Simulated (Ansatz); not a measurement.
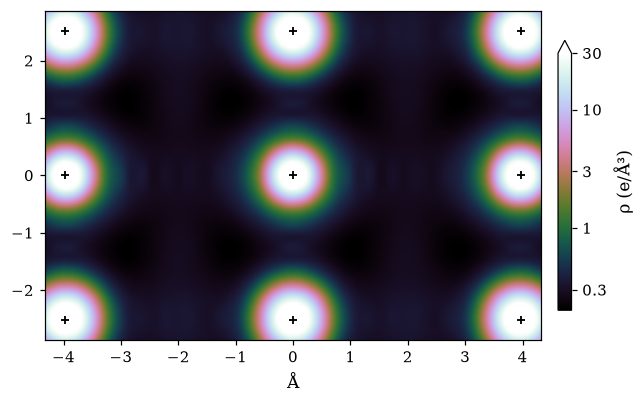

The valence electron density on a plane through atoms (crosses mark nuclei in the plane).

Level of theory: Ansatz, DFT r2SCAN, scalar-relativistic, plane waves, PAW.

Candidates:
A. Fe$_{3}$Co, a = 4.02 Å, b = 4.02 Å, c = 2.84 Å, α = 90.00°, β = 90.00°, γ = 90.00°. Space group P4/mmm; a structure from a database of computed crystals, not necessarily the ambient phase; spin-polarised.
B. Ni$_{2}$Ge, a = 3.98 Å, b = 3.98 Å, c = 5.04 Å, α = 90.00°, β = 90.00°, γ = 120.00°. Space group P6₃/mmc; a structure from a database of computed crystals, not necessarily the ambient phase; computed without spin polarisation.
C. TiAl, a = 5.49 Å, b = 5.49 Å, c = 5.49 Å, α = 109.47°, β = 109.47°, γ = 109.47°. Space group Pm-3m; a structure from a database of computed crystals, not necessarily the ambient phase; computed without spin polarisation.

### Which candidate gave the map?

Candidate B: Ni$_{2}$Ge on the (010) plane of the conventional cell, which holds Ni and Ge. Ni–Ge (2.52 Å): ρ at the midpoint is about 0.37 e/Å³, with its minimum of 0.32 e/Å³ about 1.4 Å from Ni.
